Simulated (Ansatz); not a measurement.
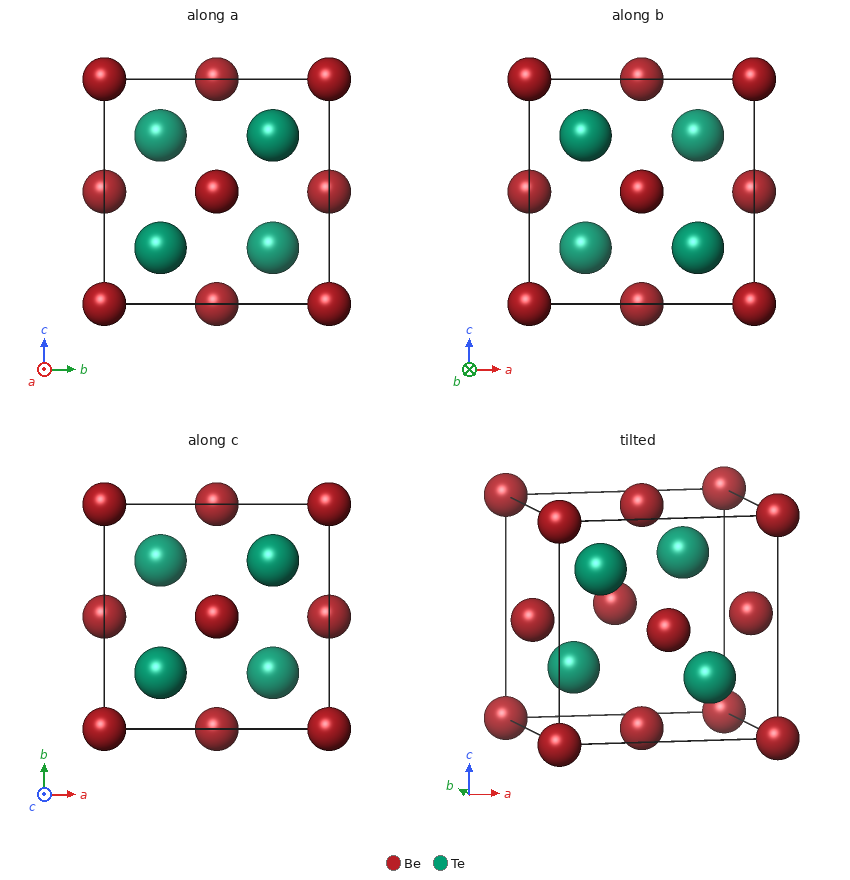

The structure above is drawn in spheres-only style and viewed along the a axis, along the b axis, along the c axis and slightly off an axis. The conventional unit cell is drawn as a box.

Lattice parameters: a = 5.5568 Å, b = 5.5568 Å, c = 5.5568 Å, α = 90.000°, β = 90.000°, γ = 90.000°.

From the views, write a CIF in P1 with every atom of the cell.

```cif
data_structure
_symmetry_space_group_name_H-M 'P 1'
_symmetry_Int_Tables_number 1
_cell_length_a 5.5568
_cell_length_b 5.5568
_cell_length_c 5.5568
_cell_angle_alpha 90.000
_cell_angle_beta 90.000
_cell_angle_gamma 90.000
_cell_volume 171.58
loop_
_atom_site_label
_atom_site_type_symbol
_atom_site_fract_x
_atom_site_fract_y
_atom_site_fract_z
_atom_site_occupancy
Be1 Be 0.0000 0.0000 0.0000 1
Te1 Te 0.2500 0.2500 0.7500 1
Be2 Be 0.0000 0.5000 0.5000 1
Te2 Te 0.2500 0.7500 0.2500 1
Be3 Be 0.5000 0.0000 0.5000 1
Te3 Te 0.7500 0.2500 0.2500 1
Be4 Be 0.5000 0.5000 0.0000 1
Te4 Te 0.7500 0.7500 0.7500 1
```

The initial geometry was a structure type filled with these elements by a generator (whether the compound takes this form wasn't checked). The atoms were relaxed in a fixed cell with DFT LDA, scalar-relativistic, plane waves, PAW in Ansatz 0.2.0.
